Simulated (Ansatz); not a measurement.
A periodic structure is given below.

```
CELL_PARAMETERS angstrom
4.41592 0.00000 0.00000
0.00000 4.41592 0.00000
0.00000 0.00000 9.70415
ATOMIC_POSITIONS crystal
Sc 0.00000 0.00000 0.00000
Al 0.00000 0.50000 0.25000
Al 0.50000 0.00000 0.25000
Al 0.50000 0.50000 0.00000
Sc 0.50000 0.50000 0.50000
Al 0.50000 0.00000 0.75000
Al 0.00000 0.50000 0.75000
Al 0.00000 0.00000 0.50000
```

Question: Before looking at a picture, describe the arrangement of atoms.

Answer: The solid is ScAl3. Space group I4/mmm (No. 139), lattice body-centred tetragonal. There are 8 atoms in the cell: 2 Sc, 6 Al. Sc bonds to twelve Al in a cuboctahedral arrangement at 3.12 to 3.28 Å. Al is coordinated by four Sc at 3.12 to 3.28 Å. The bonds build a three-dimensional framework.

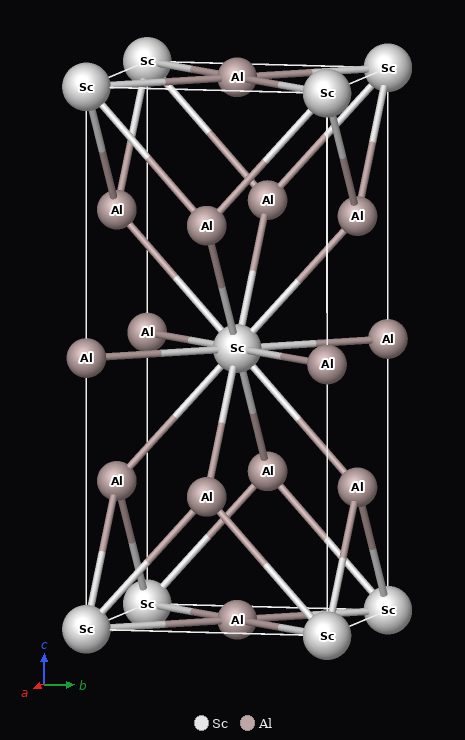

A ball-and-stick rendering, viewed slightly off an axis. Lines trace the edges of the conventional unit cell. Colours: scandium white, aluminium light grey.

Its origin is a structure listed in the Materials Project. Earlier steps of the study may have refined or changed the cell and positions. It was the input of a calculation with Ansatz.

At this level of theory the cell isn't at rest (stretched, at -5 GPa), so its distances can differ from those at equilibrium, the more so the softer the solid.
